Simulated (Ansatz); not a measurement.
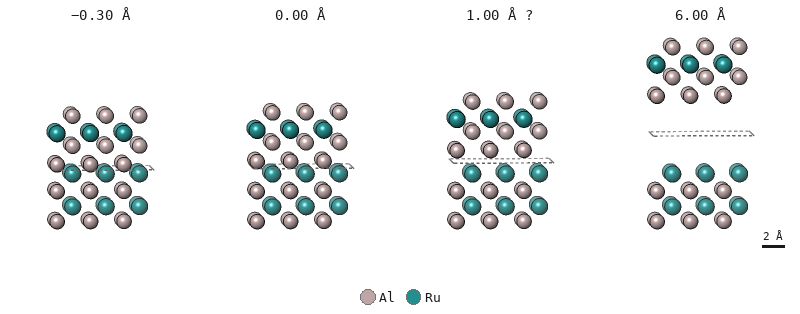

Energy scan for solid Al₃Ru₂ (I4/mmm), in which the crystal is pulled apart rigidly along the normal of the (0 0 1) plane of the conventional cell, at a cut between a plane of Ru below and one of Al above, 1.25 Å apart. One cut stands in each cell, which starts 14.3 Å high; nothing is relaxed, and the dashed outline marks the cut. The picture is a spheres-only view of the layers on both sides of the cut, seen from the side, nearly along the cut plane.

Level of theory: DFT PBEsol, scalar-relativistic, plane waves, PAW (Ansatz 0.2.0). (plane-wave cutoff 420 eV; k-point mesh 15 × 15 × 4; occupations gaussian; smearing width 0.15 eV; no spin polarisation). Energies (free energies at the smearing named) are counted from the relaxed crystal.

```json
{"opening (Å)": "−0.30", "ΔE per area (J/m²)": "1.01"}
{"opening (Å)": "−0.15", "ΔE per area (J/m²)": "0.22"}
{"opening (Å)": "0.00", "ΔE per area (J/m²)": "0.00"}
{"opening (Å)": "0.25", "ΔE per area (J/m²)": "0.43"}
{"opening (Å)": "0.50", "ΔE per area (J/m²)": "1.40"}
{"opening (Å)": "0.75", "ΔE per area (J/m²)": "2.55"}
{"opening (Å)": "1.00", "ΔE per area (J/m²)": "?"}
{"opening (Å)": "1.50", "ΔE per area (J/m²)": "5.46"}
{"opening (Å)": "2.00", "ΔE per area (J/m²)": "6.60"}
{"opening (Å)": "3.00", "ΔE per area (J/m²)": "7.51"}
{"opening (Å)": "4.50", "ΔE per area (J/m²)": "7.74"}
{"opening (Å)": "6.00", "ΔE per area (J/m²)": "7.75"}
```

### One row is withheld. What is its energy?

A straight line between the two neighbours gives 3.52 J/m². A cubic through the four nearest rows (0.50, 0.75, 1.50, 2.00) gives, with Lagrange weights, (−0.3333)(1.40) + (1.0667)(2.55) + (0.3333)(5.46) + (−0.0667)(6.60) = 3.63 J/m². The calculation gives 3.66 J/m², so the cubic is 0.03 J/m² too low and the straight line 0.14 J/m² too low, as the curve bends downwards here.

The whole profile:

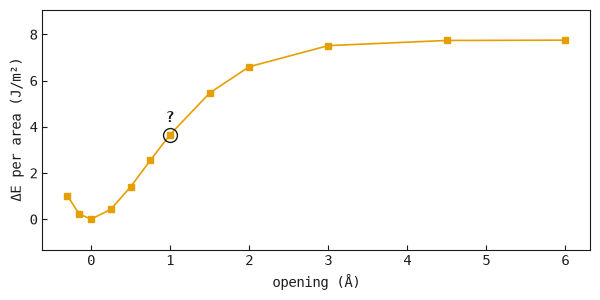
